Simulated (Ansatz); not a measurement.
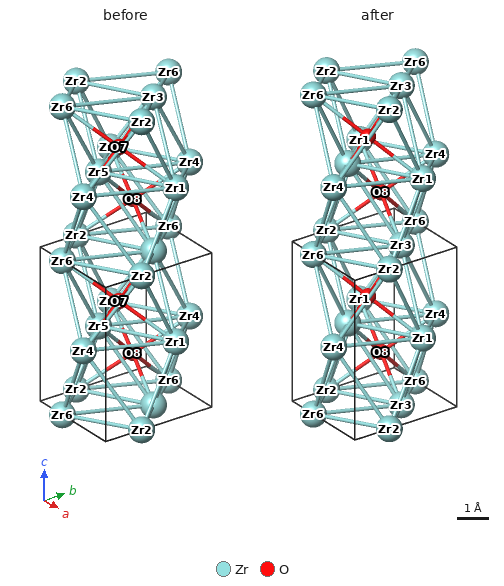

Left: solid Zr₃O (set up in P6_322). Right: the same structure after one change, at the same scale. A ball-and-stick model of the cell of the calculation, repeated 1 × 1 × 2 with one cell outlined, seen slightly off an axis.

Theory: DFT r2SCAN, scalar-relativistic, plane waves, PAW (Ansatz). (plane-wave cutoff 500 eV; k-point mesh 6 × 6 × 8; occupations gaussian; smearing width 0.1 eV; no spin polarisation)

Which change leads from the left to the right?

Biaxial strain in the a–b plane, −4.0 %, is applied. The c axis and the atoms are relaxed.

What does the change do?

It costs 47.7 meV per atom. Pressure: 0.0 GPa before, 7.2 GPa after. The principal stresses (compression positive) are 0.0 GPa along c and 10.8 GPa across it. It is metallic before and after. Cell: a = b 5.651 → 5.425 Å (−4.0 %), c 5.195 → 5.382 Å (+3.6 %). Volume −4.5 %. The largest moves relative to the cell, 0.013 Å, are those of Zr1, Zr2, Zr3, Zr4, Zr5 and Zr6. Zr2 goes along −b. O stays in place. Near-neighbour distances before and after: Zr–Zr 3.326 → 3.170 Å, Zr–Zr 3.231 → 3.113 to 3.254 Å, Zr–Zr 3.166 → 3.218 Å, O–Zr 2.273 → 2.245 Å. The space group stays P6_322 (No. 182).
